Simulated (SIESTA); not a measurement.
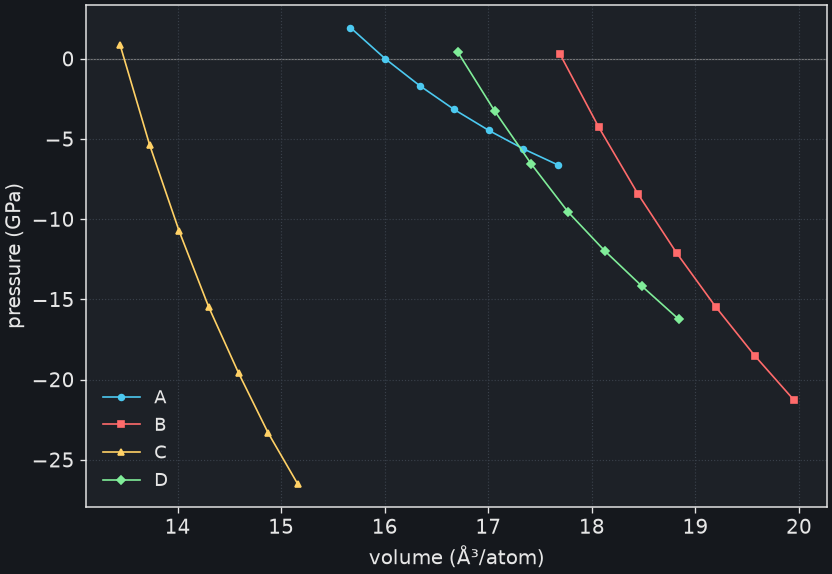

The plot gives the computed pressure against volume, with one curve for each element, for Al, Au, Rh and Ta (all in space group P6_3/mmc (No. 194)). The labels are replaced by letters.

How it was computed, with SIESTA 5.4.2: DFT in numerical atomic orbitals with pseudopotentials, no spin polarisation; energies at scaled volumes of the given cell, shape and fractions fixed, counted from the fit's minimum, third-order Birch-Murnaghan fit. Level: LDA.

```json
{"setting": "occupations", "value": "Fermi–Dirac"}
{"setting": "smearing width", "value": "0.05 eV"}
{"setting": "potentials", "value": "PseudoDojo 0.4 standard, converted to PSML, two zetas on semicore shells"}
```

Which letter stands for which compound?

A: Al; B: Ta; C: Rh; D: Au.

Limits of the calculation: the fit and the printed pressures don't fully agree, or the minimum lies near the end of the range (Ta, Rh, Au); mulliken charges of long orbitals; short basis over semicore shells (Ta, Au); spin-orbit coupling left out, heavy elements (Au); shape and atomic fractions are frozen while scaling, which makes layered, chain and framework solids too stiff.
